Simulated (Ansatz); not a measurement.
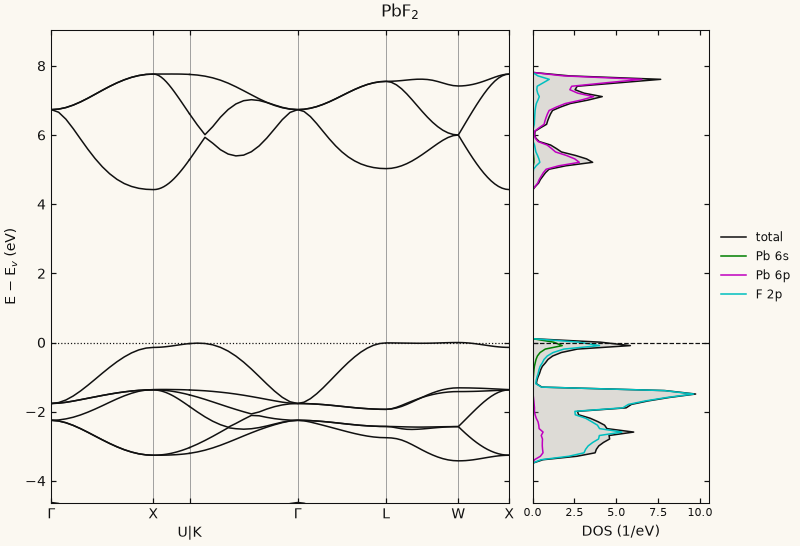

Band structure and density of states. Energies are counted from the top of the valence band. The partial curves are projected on Löwdin-orthogonalised atomic shells.

> What lattice type does the k path imply?

A face-centred cubic lattice: the path Γ–X–U|K–Γ–L–W–X runs through the special points of its Brillouin zone.

The Ansatz input:

```
crystal:
  lattice:
    - [0.0, 2.9999686936, 2.9999686936]
    - [2.9999686936, 0.0, 2.9999686936]
    - [2.9999686936, 2.9999686936, 0.0]
  atoms:
    - { symbol: Pb, position: [0.0, 0.0, 0.0] }
    - { symbol: F, position: [0.25, 0.25, 0.25] }
    - { symbol: F, position: [0.75, 0.75, 0.75] }
basis:
  ecutwfc: 420
kpoints:
  mp_grid: { grid: [8, 8, 8] }
  band_path:
    path:
      - [[0.0, 0.0, 0.0], [0.5, 0.0, 0.5], [0.625, 0.25, 0.625]]
      - [[0.375, 0.375, 0.75], [0.0, 0.0, 0.0], [0.5, 0.5, 0.5], [0.5, 0.25, 0.75], [0.5, 0.0, 0.5]]
    npoints: 14
hamiltonian:
  xc: pbe
scf:
  occupations: { method: gaussian, width: 0.02 }
  n_extra_bands: 7
output:
  forces: true
  stress: true
  eigenvalues: true
  populations: true
  dos: { projected: true, de: 0.02, nscf_kmesh: { grid: [12, 12, 12] } }
  bader: true
  write_density: true
  write_potential: true
  elf: true
  volumetric_format: npy
```

Command:
```bash
ansatz run input.yaml --threads 1 --pin off --max-ram 2560MiB --backend cpu --events-out ev --progress --plain --runs-dir out
```

> Is there a gap? Give its size, its kind and where the band edges lie.

The material is gapped. The gap along this path is 4.42 eV and indirect, from the valence-band top at W to the conduction-band bottom at X; the smallest direct gap is 4.56 eV, at X.

> What are the direct gaps at Γ, W and X?

The direct gaps are 8.50 eV at Γ, 6.00 eV at W and 4.56 eV at X.

> How wide is the upper valence band?

The upper group of valence states starts about 3.4 eV under the valence-band top, with a gap beneath it; it holds about 12 electrons a cell.

> How many bands meet at the valence-band top?

The top valence level at W is a single band, not degenerate (spin aside).

Spin-orbit coupling is left out, which matters for Pb.
